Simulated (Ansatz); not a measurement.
**Formation energy and levels of the vacancy V_Cd in CdSe (P6_3mc)**

Aim: at which Fermi levels does V_Cd in CdSe (P6_3mc) change its charge? The model is a cell of 72 host atoms with 1 Cd taken out.

Calculated with Ansatz 0.2.0; place-levels on r2SCAN runs: charge-transition levels and formation energies with image-charge correction and potential alignment at the atomic sites; PAW set soft_1.

**1. Set-up**

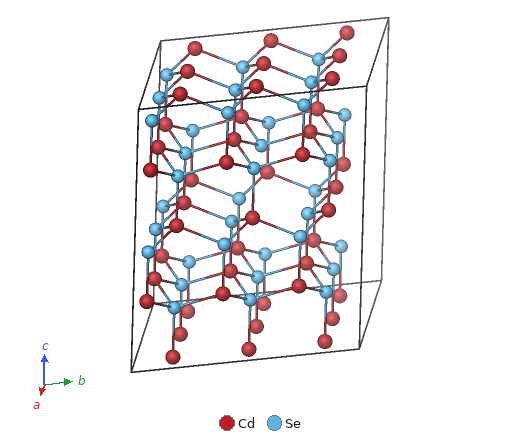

The cell as given, slightly off an axis (cadmium red, selenium blue). Some periodic images of atoms are drawn too.

The cell holds 71 atoms: 35 Cd and 36 Se. Its edges and angles: a = 13.023 Å, b = 13.023 Å, c = 14.159 Å, α = 90.0°, β = 90.0°, γ = 120.0°. It derives from CdSe (space group P6_3mc). Nearest the centre at fractional (0.444, 0.556, 0.500): Se12 at 2.66 Å, Se43 at 2.66 Å, Se36 at 2.66 Å, Se38 at 2.66 Å, Cd14 at 4.34 Å, Cd45 at 4.34 Å, Cd37 at 4.34 Å, Cd10 at 4.34 Å.

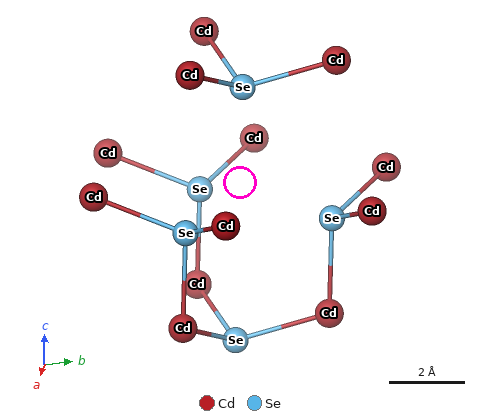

The atoms within 5 Å of the centre. A ring marks the centre wherever it is empty.

Known beforehand: the electronic dielectric constant, (8.02, 8.02, 8.09), and the static one, (11.43, 11.43, 12.09), computed on the host (DFPT, PBEsol, on the r2SCAN cell), and a cell off the functional's own equilibrium shifts the ionic part.

The cell's shortest repeat is 13.0 Å.

**2. Charge states**

A transition level is the Fermi level at which two charge states cost the same, so each charge needs its own total energy, at its own relaxed structure.

Random displacements of about 0.05 Å break the site symmetry at the start, so that the relaxation can reach a distorted minimum if there is one. Forces are taken at one point at (¼, ¼, ¼). The cell holds 2 electrons more than the neutral one, with a uniform background that keeps it neutral on the whole.

The sampling was tested on the host first: at the k-points planned (1x1x1 shifted 0.25 0.25 0.25) its energy lies -0.014 eV an atom from the dense-mesh value, under the bound of 0.02 eV set for this test; that bounds the host's error, not the defect's.

One state's input; the others differ in charge, spin, start and seed, and in occupations where the table says so.

Input file qm2.relax/input.yaml:

```yaml
crystal:
  lattice:
    - [13.02269577, 0.0, 0.0]
    - [-6.51134789, 11.27798537, 0.0]
    - [0.0, 0.0, 14.15932736]
  atoms:
    - { symbol: Cd, position: [0.11111111, 0.22222222, 2.861e-05] }
    - { symbol: Cd, position: [0.22222222, 0.11111111, 0.25002861] }
[... 1 atom line left out ...]
    - { symbol: Se, position: [0.22222222, 0.11111111, 0.43797139] }
    - { symbol: Cd, position: [0.11111111, 0.22222222, 0.50002861] }
[... 4 atom lines left out ...]
    - { symbol: Cd, position: [0.22222222, 0.44444444, 0.25002861] }
[... 1 atom line left out ...]
    - { symbol: Se, position: [0.22222222, 0.44444444, 0.43797139] }
    - { symbol: Cd, position: [0.11111111, 0.55555556, 0.50002861] }
    - { symbol: Cd, position: [0.22222222, 0.44444444, 0.75002861] }
[... 5 atom lines left out ...]
    - { symbol: Se, position: [0.22222222, 0.77777778, 0.43797139] }
[... 8 atom lines left out ...]
    - { symbol: Cd, position: [0.44444444, 0.22222222, 0.50002861] }
[... 4 atom lines left out ...]
    - { symbol: Cd, position: [0.55555556, 0.44444444, 0.25002861] }
    - { symbol: Se, position: [0.44444444, 0.55555556, 0.18797139] }
    - { symbol: Se, position: [0.55555556, 0.44444444, 0.43797139] }
    - { symbol: Cd, position: [0.55555556, 0.44444444, 0.75002861] }
    - { symbol: Se, position: [0.44444444, 0.55555556, 0.68797139] }
[... 2 atom lines left out ...]
    - { symbol: Cd, position: [0.55555556, 0.77777778, 0.25002861] }
[... 1 atom line left out ...]
    - { symbol: Se, position: [0.55555556, 0.77777778, 0.43797139] }
    - { symbol: Cd, position: [0.44444444, 0.88888889, 0.50002861] }
    - { symbol: Cd, position: [0.55555556, 0.77777778, 0.75002861] }
[... 14 atom lines left out ...]
    - { symbol: Cd, position: [0.77777778, 0.55555556, 0.50002861] }
[... 6 atom lines left out ...]
    - { symbol: Se, position: [0.88888889, 0.77777778, 0.43797139] }
    - { symbol: Cd, position: [0.77777778, 0.88888889, 0.50002861] }
[... 2 atom lines left out ...]
    - { symbol: Se, position: [0.88888889, 0.77777778, 0.93797139] }
  host:
    repeats: [3, 3, 2]
    atoms:
      - { symbol: Cd, position: [0.33333333, 0.66666667, 5.722e-05] }
      - { symbol: Cd, position: [0.66666667, 0.33333333, 0.50005722] }
      - { symbol: Se, position: [0.33333333, 0.66666667, 0.37594278] }
      - { symbol: Se, position: [0.66666667, 0.33333333, 0.87594278] }
total_charge: -2
basis:
  ecutwfc: 500
  xc_grid: 2
hamiltonian:
  xc: r2scan
  pseudopotentials: { kind: paw, azcp: { folder: soft_1 } }
kpoints:
  mp_grid: { grid: [1, 1, 1], shift: [0.25, 0.25, 0.25] }
scf:
  occupations: { method: fixed }
  max_iter: 100
output:
  forces: true
  charged_corrections:
    epsilon: [8.02, 8.02, 8.09]
    static_epsilon: [11.43, 11.43, 12.09]
    defect_position: [0.444444, 0.555556, 0.500029]
relax:
  f_tol: 0.02
  max_steps: 80
  random_displacement: { amplitude: 0.05, seed: 158 }
checkpoint:
  write: "../qm2.relax.run"
  compress: false
  write_wavefunctions: true
  write_every: 100000
```

Run with:

```
$ ansatz run input.yaml --threads 6 --pin off --max-ram 37683MiB --backend cuda --events-out ev --progress --plain --runs-dir out
```

Defect states can disperse in a cell of this size, so the energy is taken again at a 2×2×2 shifted mesh, on the relaxed structure.

The run of this state that the levels use, under r2SCAN:

Input file qm2.point/input.yaml:

```yaml
crystal:
  checkpoint: "../qm2.relax.run"
  host: checkpoint
total_charge: -2
basis:
  ecutwfc: 500
  xc_grid: 2
hamiltonian:
  xc: r2scan
  pseudopotentials: { kind: paw, azcp: { folder: soft_1 } }
kpoints:
  mp_grid: { grid: [2, 2, 2], shift: [0.5, 0.5, 0.5] }
scf:
  occupations: { method: fermi_dirac, width: 0.01 }
  max_iter: 100
output:
  forces: true
  eigenvalues: true
  charged_corrections:
    epsilon: [8.02, 8.02, 8.09]
    static_epsilon: [11.43, 11.43, 12.09]
    defect_position: [0.444444, 0.555556, 0.500029]
  eigenstates: { localisation: true }
  populations: true
checkpoint:
  read: "../qm2.relax.run"
  write: "../qm2.point.run"
  compress: false
  write_wavefunctions: false
  write_every: 100000
```

Relaxations under r2SCAN at one point at (¼, ¼, ¼); times on 1 × NVIDIA H100 80GB HBM3 with 6 threads of AMD EPYC 7R13 (Zen 3), shared host:

```
charge  moment (μB)  occupations        outcome  steps  largest displacement against the far atoms (Å)  time
    −2            0        fixed      converged      5                                            0.25  23 s
    −1            1        fixed      converged      9                                            0.25  64 s
     0            0        fixed  not converged      -                                               -  12 s
     0            0  fermi-dirac      converged      6                                            0.22  27 s
     0            2        fixed      converged      6                                            0.22  52 s
    +1            1        fixed      converged      6                                            0.23  50 s
    +1            3        fixed      converged      6                                            0.16  51 s
```

Single points under r2SCAN at a 2×2×2 shifted mesh; times on 1 × NVIDIA H100 80GB HBM3 with 6 threads of AMD EPYC 7R13 (Zen 3), shared host:

```
charge  moment (μB)  occupations    outcome  time
    −2            0  fermi-dirac  converged  31 s
    −1            1  fermi-dirac  converged  78 s
     0            0  fermi-dirac  converged  34 s
     0            2  fermi-dirac  converged  73 s
    +1            1  fermi-dirac  converged  73 s
    +1            3  fermi-dirac  converged  73 s
```

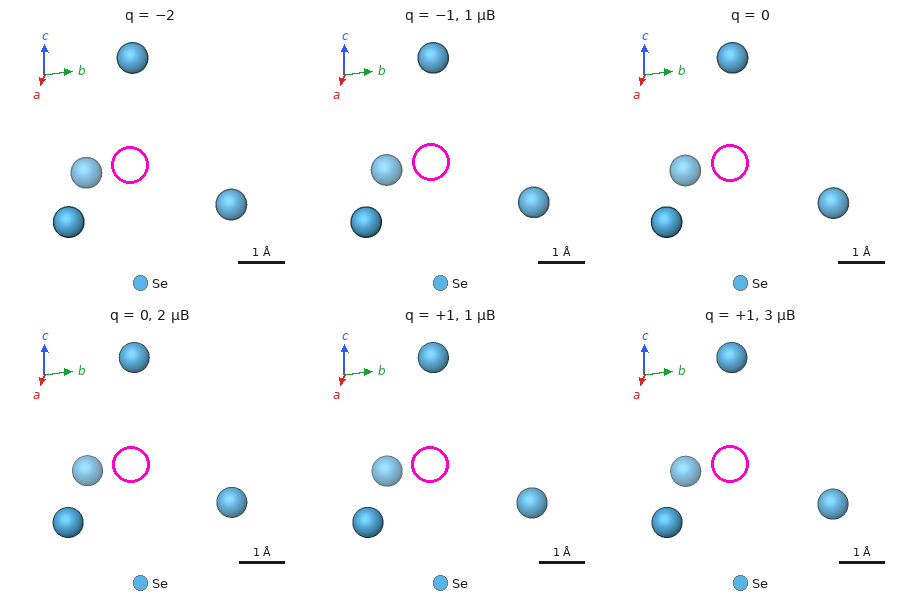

The structures near the centre after relaxation with r2SCAN, by charge. A ring marks the centre wherever it is empty. Bonds to atoms that aren't drawn are left out.

Distances (Å) from the ideal centre to the nearest atoms after relaxation with r2SCAN:

```
charge  moment (μB)       1.       2.       3.       4.       5.       6.
    −2            0  Se 2.40  Se 2.41  Se 2.45  Se 2.46  Cd 4.19  Cd 4.19
    −1            1  Se 2.41  Se 2.44  Se 2.46  Se 2.60  Cd 4.20  Cd 4.21
     0            0  Se 2.44  Se 2.44  Se 2.47  Se 2.53  Cd 4.21  Cd 4.21
     0            2  Se 2.45  Se 2.45  Se 2.53  Se 2.58  Cd 4.20  Cd 4.22
    +1            1  Se 2.44  Se 2.46  Se 2.52  Se 2.55  Cd 4.21  Cd 4.22
    +1            3  Se 2.50  Se 2.51  Se 2.51  Se 2.58  Cd 4.24  Cd 4.24
```

[end of part 1 of 2]

[Logs are printed without paths, hosts, clocks, repeated set-up lines and the standing remarks that a program may print on its own settings, such as how far it seeks lower states.]

[Hosts, paths, dates, database ids (printed as entryN), source tags and the programs' standing remarks are cut or masked in the printed files.]

[Where a table of states has a column of steps, it counts the stored structures, which are thinned; the runs took as many ionic steps or more.]

[A defect's name tells the site on which it was built; relaxed atoms can leave that site.]

[For some hosts the program warned that the k-mesh of the response run may be too coarse for force constants and the static dielectric constant; such warnings are not shown here.]
